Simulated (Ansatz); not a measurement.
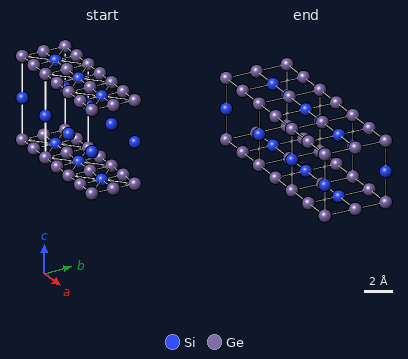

The structure of a crystal of Si₂Ge₃ (a generated structure, set up in P4/mmm) (coarse preliminary run) before (left) and after (right) a relaxation, at one scale.

The picture is a ball-and-stick view of the cell of the calculation, repeated 3 × 1 × 1 with one cell outlined, seen from a free direction.

All numbers below come from DFT PBE, scalar-relativistic, plane waves, PAW (Ansatz 0.2.0). (plane-wave cutoff 420 eV; k-point mesh 6 × 6 × 4; occupations gaussian; smearing width 0.1 eV; no spin polarisation; cell and atoms relaxed; force threshold 0.04 eV/Å; at most 70 steps)

Q: Describe what moved and what it gained.

A: The atoms keep their places relative to the cell (all moves are under 0.005 Å). Cell: a = b 3.595 → 5.096 Å (+41.8 %), c 6.772 → 4.985 Å (−26.4 %). Volume +47.9 %. Near-neighbour distances that change, for instance: Ge–Si 2.542 → 3.603 Å, Ge–Si 3.386 → 2.492 Å, Ge–Si 1.797 → 2.548 Å, Ge–Ge 1.797 → 2.548 Å. New bonds form: Ge–Si (3.39 → 2.49 Å). The space group stays P4/mmm (No. 123). After 14 accepted moves (16 points after the start) the energy has fallen by 38.231 eV per cell of the calculation. All forces vanish by symmetry, so only the cell relaxes. The pressure goes from 176.98 to 0.23 GPa. The SCF was repeated twice at an unchanged geometry on a basis and grid sized afresh for the cell, which shifted the energy by 1.317 eV per cell of the calculation at most. The run took 93 s on 1 thread of Arm Neoverse V2, with other jobs on the host, peak memory 0.41 GiB.
